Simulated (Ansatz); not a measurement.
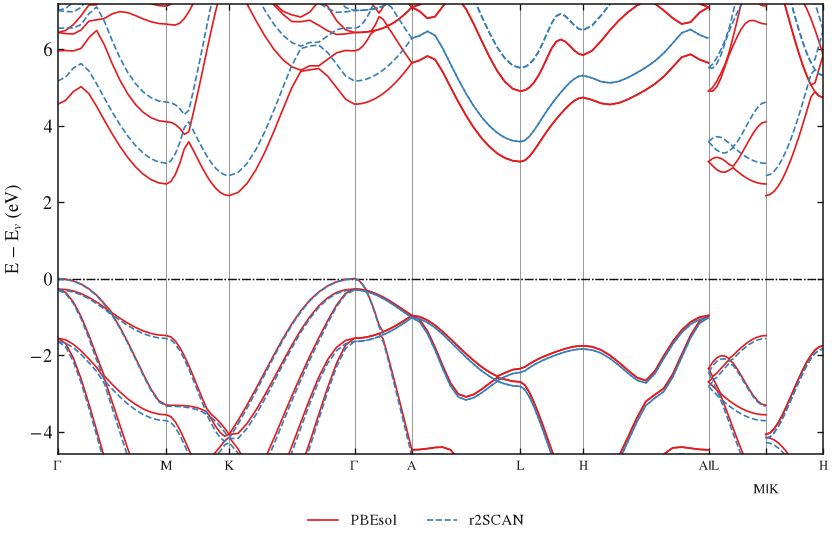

Band structures of wurtzite SiC, space group P6_3mc (No. 186), 4 atoms in the cell (a = 3.076 Å, c = 5.048 Å (hexagonal axes)), by two methods on the same cell. Each is counted from its own valence-band top.

### How do the methods compare?

PBEsol gives a gap of 2.17 eV along the path and r2SCAN gives a gap of 2.69 eV along the path. Over the top 3 filled bands the two differ by 0.08 eV on average.

Settings. PBEsol: Ansatz PAW, no spin polarisation, no spin-orbit coupling, 10×10×5 k mesh, 420 eV cutoff, Fermi-Dirac smearing of 0.05 eV (Ansatz 0.2.0). r2SCAN: Ansatz PAW, no spin polarisation, no spin-orbit coupling, 10×10×5 k mesh, 500 eV cutoff, Fermi-Dirac smearing of 0.05 eV (Ansatz 0.2.0).

The PAW data sets were made with another functional. LDA, GGA and most meta-GGA functionals understate gaps.
